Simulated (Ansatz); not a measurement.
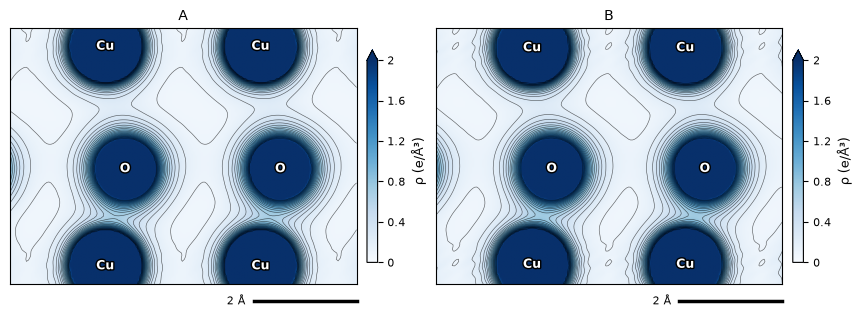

CuO. The valence charge density (pseudo) of two cells that differ in size, on the (11̄0) plane of each (indices in the axes of the calculation cell), at one length scale and on one colour scale: A has 9.7 Å³ an atom and B 9.3.

Theory: Kohn-Sham DFT of a periodic cell, BLYP, Ansatz PAW in Ansatz.

Core electrons are frozen (PAW), and the valence fields are smoothed inside the atomic spheres.

Question: What does the compression do to the bonding and the properties?

Answer: From the larger cell to the smaller, Cu–O goes from 1.92 to 1.90 Å, and the density at its midpoint from 0.69 to 0.74 e/Å³; the pressure goes from 21 to 31 GPa.
